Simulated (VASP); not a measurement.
# What a change does: geometry relaxation on Si

System: Si (1 atom in the cell).
Method of run 1: Kohn-Sham DFT of a periodic cell, BEEF-vdW, VASP PAW PBE potentials, recommended, no spin polarisation (VASP 6.6.1).

The structure derives from a Materials Project entry. 

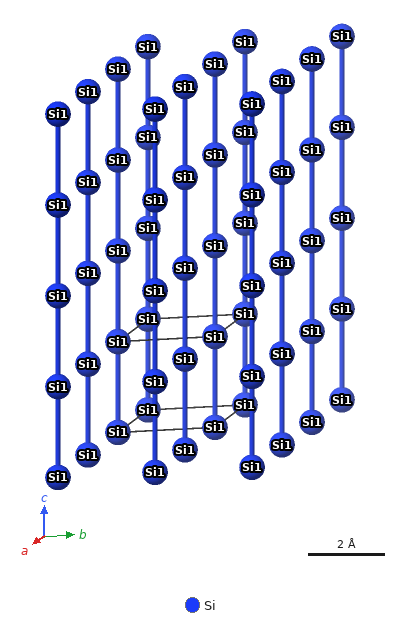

Figure 1. The input geometry (ball-and-stick view of the cell of the calculation, repeated 3 × 2 × 4, seen slightly off an axis; atoms are numbered from 1 in the order of the input).

### INCAR, run 1
```
SYSTEM = Si
PREC = Accurate
ENCUT = 600
EDIFF = 1E-6
ISMEAR = -1
SIGMA = 0.05
LREAL = .FALSE.
LASPH = .TRUE.
NELM = 80
ALGO = Normal
ISIF = 3
LWAVE = .FALSE.
LCHARG = .FALSE.
GGA = BF
LUSE_VDW = .TRUE.
ZAB_VDW = -1.8867
IBRION = 2
NSW = 60
EDIFFG = -0.01
```

### KPOINTS, run 1
```
regular mesh
0
G
  12 12 11
  0 0 0
```

### POSCAR, run 1
```
Si
1.0
    2.6205428149      0.0000000000      0.0000000000
   -1.3102714075      2.2694566494      0.0000000000
    0.0000000000      0.0000000000      2.4663543900
Si
1
Direct
    0.0000000000      0.0000000000      0.0000000000
```

Launched with:
```bash
cat potpaw_PBE.64/Si/POTCAR > POTCAR
mpirun -np 1 vasp_std > vasp.out
```

Hardware: 1 thread of Intel Xeon (Sapphire Rapids), 192 GiB of memory available, shared host.

### OSZICAR and lines of OUTCAR (run 1)
```
N       E                     dE             d eps       ncg     rms          rms(c)
DAV:   1     0.631230474924E+00    0.63123E+00   -0.19060E+03  1446   0.576E+02
DAV:   2    -0.382651995898E+01   -0.44578E+01   -0.41140E+01  1908   0.470E+01
DAV:   3    -0.387207151711E+01   -0.45552E-01   -0.45331E-01  1704   0.504E+00
DAV:   4    -0.387216370632E+01   -0.92189E-04   -0.92187E-04  1926   0.245E-01
DAV:   5    -0.387216395147E+01   -0.24516E-06   -0.24426E-06  1782   0.863E-03    0.328E+00
DAV:   6    -0.387752078475E+01   -0.53568E-02   -0.31791E-03  1602   0.434E-01    0.194E+00
DAV:   7    -0.388064885757E+01   -0.31281E-02   -0.10281E-02  1656   0.851E-01    0.254E-01
[...]
DAV:   5    -0.388182503164E+01    0.23494E-05   -0.37782E-06  1698   0.166E-02    0.227E-03
DAV:   6    -0.388182511078E+01   -0.79140E-07   -0.36320E-08   780   0.195E-03
   2 F= -.38818251E+01 E0= -.38806472E+01  d E =-.104674E-02
       N       E                     dE             d eps       ncg     rms          rms(c)
DAV:   1    -0.388298058857E+01   -0.11556E-02   -0.23092E-02  1548   0.865E-01    0.105E-01
DAV:   2    -0.388270252921E+01    0.27806E-03   -0.67279E-04  1572   0.203E-01    0.686E-02
DAV:   3    -0.388256236790E+01    0.14016E-03   -0.34946E-04  1686   0.105E-01    0.663E-03
DAV:   4    -0.388256364103E+01   -0.12731E-05   -0.14397E-05  1440   0.339E-02    0.974E-03
DAV:   5    -0.388256432877E+01   -0.68774E-06   -0.53113E-07   876   0.635E-03
   3 F= -.38825643E+01 E0= -.38813340E+01  d E =-.178596E-02
[... from OUTCAR:]
  free energy    TOTEN  =        -3.88256433 eV
  energy without entropy =       -3.88010366  energy(sigma->0) =       -3.88133400
 E-fermi :   9.2630     XC(G=0): -11.2561     alpha+bet :-16.1760
  free  energy   TOTEN  =        -3.8825643288 eV
  energy  without entropy=       -3.8801036634  energy(sigma->0) =       -3.88133400
```

The input of run 2 differs as follows (lines with − go, lines with + come):
```diff
-NELM = 80
+NELM = 100
-GGA = BF
+GGA = CX
-ZAB_VDW = -1.8867
+AGGAC = 0.0
```

What does this change do to the results?

The total energies belong to different methods, so their difference says nothing on which is more stable or more accurate. The volume per atom goes from 14.83 to 14.96 Å³. The SCF takes 31 iterations over all geometry steps against 21. On the same kind of shared host run 2 took about 1.8 times as long.

### OSZICAR and lines of OUTCAR (run 2)
```
N       E                     dE             d eps       ncg     rms          rms(c)
DAV:   1     0.379849862180E+00    0.37985E+00   -0.19064E+03  1446   0.576E+02
DAV:   2    -0.408546259614E+01   -0.44653E+01   -0.41207E+01  1908   0.470E+01
DAV:   3    -0.413162188521E+01   -0.46159E-01   -0.45935E-01  1710   0.507E+00
DAV:   4    -0.413171377857E+01   -0.91893E-04   -0.91891E-04  1926   0.245E-01
DAV:   5    -0.413171401642E+01   -0.23785E-06   -0.23858E-06  1782   0.853E-03    0.321E+00
DAV:   6    -0.413106822005E+01    0.64580E-03   -0.27100E-03  1572   0.350E-01    0.187E+00
DAV:   7    -0.413061613411E+01    0.45209E-03   -0.57987E-03  1632   0.536E-01    0.155E-01
[...]
DAV:   4    -0.413407764403E+01    0.11094E-07   -0.19663E-07   720   0.382E-03
   5 F= -.41340776E+01 E0= -.41328317E+01  d E =-.300358E-05
       N       E                     dE             d eps       ncg     rms          rms(c)
DAV:   1    -0.413407914747E+01   -0.14923E-05   -0.30813E-05  1596   0.312E-02    0.394E-03
DAV:   2    -0.413407878202E+01    0.36545E-06   -0.85583E-07   918   0.729E-03
   6 F= -.41340788E+01 E0= -.41328374E+01  d E =-.414157E-05
       N       E                     dE             d eps       ncg     rms          rms(c)
DAV:   1    -0.413407862072E+01    0.52675E-06   -0.24065E-06  1692   0.901E-03    0.148E-03
DAV:   2    -0.413407858296E+01    0.37755E-07   -0.76899E-08   696   0.211E-03
   7 F= -.41340786E+01 E0= -.41328387E+01  d E =-.394251E-05
[... from OUTCAR:]
  free energy    TOTEN  =        -4.13407858 eV
  energy without entropy =       -4.13159875  energy(sigma->0) =       -4.13283867
 E-fermi :   9.3809     XC(G=0): -10.9892     alpha+bet :-16.0323
  free  energy   TOTEN  =        -4.1340785830 eV
  energy  without entropy=       -4.1315987512  energy(sigma->0) =       -4.13283867
```

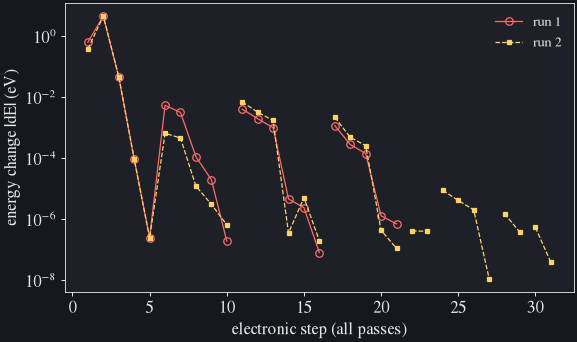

Figure 2. Convergence of the two runs: energy change |dE| against the electronic step. A break in a curve parts two SCF passes. Run 1 takes 21 steps in all, and run 2 takes 31.

### The two runs side by side

| quantity | run 1 | run 2 |
| --- | --- | --- |
| outcome | converged | converged |
| free energy per atom (eV) | −3.8826 | −4.1341 |
| energy per atom, smearing taken to zero (eV) | −3.8813 | −4.1328 |
| gap on the mesh (eV) | 0.00 | 0.00 |
| pressure (GPa) | 0.00 | 0.05 |
| volume per atom (Å³) | 14.83 | 14.96 |
| largest force (eV/Å) | 0.000 | 0.000 |
| SCF iterations | 21 | 31 |
| irreducible k-points | 114 | 114 |
